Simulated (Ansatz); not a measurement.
## Run report: MoTe2, single-point calculation (part 1 of 3)

The run: single-point calculation of MoTe2 (P6₃/mmc, 6 atoms in the cell). Method and program: DFT PBEsol+U, scalar-relativistic, plane waves, PAW, Ueff = 7 eV on Mo atom 5 d; Ueff = 7 eV on Mo atom 6 d, spin-polarised (Ansatz 0.2.0).

The structure derives from an entry of the Crystallography Open Database. It belongs to a series of runs on one base structure; here: random orbitals: random, high filling. Figures and captions count atoms from 1; the log counts them from 0 in places.

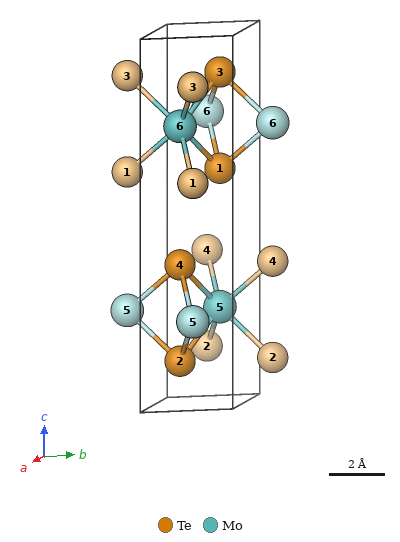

*The input geometry (ball-and-stick view of the cell of the calculation, seen slightly off an axis; neighbours outside the cell are drawn fainter; atoms are numbered from 1 in the order of the input).*

Near neighbours in the crystal (not all of them lie inside the picture): Te has 3 Mo at 2.72 Å; Mo has 6 Te at 2.72 Å.

### Results in brief

```tsv
quantity	value
outcome	converged
space group (tolerance 0.01 Å)	P6₃/mmc (194)
electrons treated	92
free energy	−37387.8914 eV
Fermi energy	12.540 eV
gap on the k-point mesh	none (metallic)
net moment of the cell	4.72 μB
integrated absolute moment	7.86 μB
pressure	14.62 GPa
largest force (length of the vector)	1.834 eV/Å
hardware	4 threads of Arm Neoverse V1, 24 GiB of memory available, shared host
wall time	83 s (CPU time 5.4 min)
peak memory	0.88 GiB
```

The program warns: the typed occupations were not kept; the occupation matrices lower the symmetry. The cell is under a pressure of 14.6 GPa at this level, so it is not at its equilibrium volume.

### The input
```yaml
crystal:
  lattice:
    - [3.51819974, 0.0, 0.0]
    - [-1.75909987, 3.04685035, 0.0]
    - [0.0, 0.0, 13.97359995]
  atoms:
    - { symbol: Te, position: [0.3333333333, 0.6666666667, 0.621] }
    - { symbol: Te, position: [0.6666666667, 0.3333333333, 0.121] }
    - { symbol: Te, position: [0.3333333333, 0.6666666667, 0.879] }
    - { symbol: Te, position: [0.6666666667, 0.3333333333, 0.379] }
    - { symbol: Mo, position: [0.3333333333, 0.6666666667, 0.25], spin: 2.0 }
    - { symbol: Mo, position: [0.6666666667, 0.3333333333, 0.75], spin: 2.0 }
basis:
  ecutwfc: 420
  ecutrho_ratio: 4
kpoints:
  mp_grid: { grid: [6, 6, 2] }
hamiltonian:
  xc: pbesol
  hubbard:
    sites:
      - { site: 4, l: d, u_eff: 7.0, starting_ns: [{ spin: up, occupation_matrix: s4up }, { spin: down, occupation_matrix: s4down }] }
      - { site: 5, l: d, u_eff: 7.0, starting_ns: [{ spin: up, occupation_matrix: s5up }, { spin: down, occupation_matrix: s5down }] }
    occupation_matrices:
      s4up:
        matrix:
          - [0.85167, -0.00547, 0.0265, -0.21967, -0.22232]
          - [-0.00547, 0.04892, -0.14831, -0.05543, 0.03929]
          - [0.0265, -0.14831, 0.78044, 0.28465, -0.20106]
          - [-0.21967, -0.05543, 0.28465, 0.19, -0.01576]
          - [-0.22232, 0.03929, -0.20106, -0.01576, 0.12897]
      s4down:
        matrix:
          - [0.02, 0.0, 0.0, 0.0, 0.0]
          - [0.0, 0.02, 0.0, 0.0, 0.0]
          - [0.0, 0.0, 0.02, 0.0, 0.0]
          - [0.0, 0.0, 0.0, 0.02, 0.0]
          - [0.0, 0.0, 0.0, 0.0, 0.02]
      s5up:
        matrix:
          - [0.82952, 0.05674, -0.05989, 0.27486, 0.17709]
          - [0.05674, 0.22291, -0.32387, -0.16532, 0.12706]
          - [-0.05989, -0.32387, 0.53814, 0.27629, -0.19735]
          - [0.27486, -0.16532, 0.27629, 0.28461, -0.04626]
          - [0.17709, 0.12706, -0.19735, -0.04626, 0.12482]
      s5down:
        matrix:
          - [0.02, 0.0, 0.0, 0.0, 0.0]
          - [0.0, 0.02, 0.0, 0.0, 0.0]
          - [0.0, 0.0, 0.02, 0.0, 0.0]
          - [0.0, 0.0, 0.0, 0.02, 0.0]
          - [0.0, 0.0, 0.0, 0.0, 0.02]
    ns_hold: { iters: 12 }
scf:
  occupations: { method: gaussian, width: 0.05 }
  lower_state_search: "off"
  max_iter: 150
output:
  forces: true
  stress: true
  eigenvalues: true
  populations: true
  hubbard: { sites: [{ site: 4, l: d }, { site: 5, l: d }] }
  write_density: true
  write_potential: true
  elf: true
  volumetric_format: npy
magnetization:
  spin_polarized: true
```

Command:
```bash
ansatz run input.yaml --threads 4 --pin off --max-ram 6144MiB --backend cpu --events-out ev --progress --plain --runs-dir out
```

### What the program printed
```
Warning: crystal.symmetry: narrowed to the stabiliser of the occupation matrices — unitary ops 24 → 1; lowered by the specified shells (site 4, l: d), (site 5, l: d); largest admitted image defect 4.4e-16, smallest excluded 4.2e-1 — at a splitting's scale: the group the occupation matrices' own texture admits
Te: projections on atomic orbitals take those of the free atom [Kr] 4d10 5s2 5p4, of charge +0.00 (hamiltonian.pseudopotentials.projection_atoms); the dataset's partial waves leave at most 7.8e-6 of an orbital's norm unspanned inside its sphere
Mo: projections on atomic orbitals take those of the free atom [Ar 3d10] 4s2 4p6 4d5 5s1, of charge +0.00 (hamiltonian.pseudopotentials.projection_atoms); the dataset's partial waves leave at most 6.0e-6 of an orbital's norm unspanned inside its sphere
Engine: ansatz 0.2.0, aarch64-unknown-linux-gnu
Pseudopotentials: kind: paw
Pseudopotential: Te, paw, valence charge 16, recommended cutoff 420 eV (normal), Te.paw.azcp
Pseudopotential: Mo, paw, valence charge 14, recommended cutoff 420 eV (normal), Mo.paw.azcp
Functional definition: PBEsol
  exchange = pbesol_x
  correlation = pbesol_c
Crystal: 6 atoms, lattice volume = 149.789 Å³
Basis set: ecut = 420 eV, 2909 PW (Γ), exchange–correlation on 48×48×192 points (8 copies of the dense FFT grid, shifted against one another)
Bands: 58, of which v1, the nominal top of the filled ones, is band 46 counted from 1 (45 counted from 0)
Symmetry: 1 space group operations
k-points: 40 of 72 (time reversal used)
Non-local potential: Te, projectors of the file, l = 0: 2, l = 1: 2, l = 2: 2, l = 3: 2
Non-local potential: Mo, projectors of the file, l = 0: 3, l = 1: 2, l = 2: 2, l = 3: 1
PAW form: soft (Blöchl's): semilocal exchange-correlation on the pseudo side does not see the compensation charge
PAW frozen core: Te, regenerated for the run's functional, and the local potential with it (the file was generated under x = pbe(κ = 0.804, μ = 0.2195149727645171), c = pbe(β = 0.06672455060314922))
PAW frozen core: Mo, regenerated for the run's functional, and the local potential with it (the file was generated under x = pbe(κ = 0.804, μ = 0.2195149727645171), c = pbe(β = 0.06672455060314922))
PAW one-centre angular grid: Te, 590 points (default); XC on 64 Gauss nodes
PAW one-centre angular grid: Mo, 590 points (default); XC on 64 Gauss nodes
Initial density: superposition of atomic densities (chi_scale 0.1, normalization cell)
Starting moments: Σ|m| = 4 μB on 2 of 6 sites
Initial wavefunctions: pseudopotential atomic-orbital guess
Functional: x = pbesol(κ = 0.804, μ = 0.12345679012345678), c = pbesol(β = 0.046)
```
